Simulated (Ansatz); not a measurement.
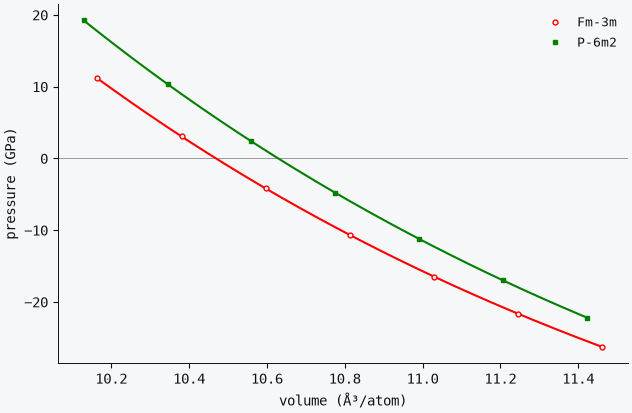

The figure shows the pressure against volume, with one curve for each structure, for TaN.

Calculation (Ansatz 0.2.0): all-electron LAPW DFT, no spin polarisation; energies at scaled volumes of the given cell, shape and fractions fixed, counted from the fit's minimum, third-order Birch-Murnaghan fit. Level: PBEsol.

- occupations: Fermi–Dirac
- smearing width: 0.05 eV
- potentials: all electron LAPW, scalar relativistic

Settings that differ: Fm-3m: k mesh 10×10×10; P-6m2: k mesh 10×10×9.

Tabulate the plotted points.

Fm-3m:
```csv
volume (Å³/atom),pressure (GPa)
10.16,11.16
10.38,3.07
10.60,-4.18
10.81,-10.66
11.03,-16.46
11.25,-21.64
11.46,-26.27
```

P-6m2:
```csv
volume (Å³/atom),pressure (GPa)
10.13,19.24
10.34,10.36
10.56,2.38
10.78,-4.78
10.99,-11.21
11.21,-16.99
11.42,-22.17
```
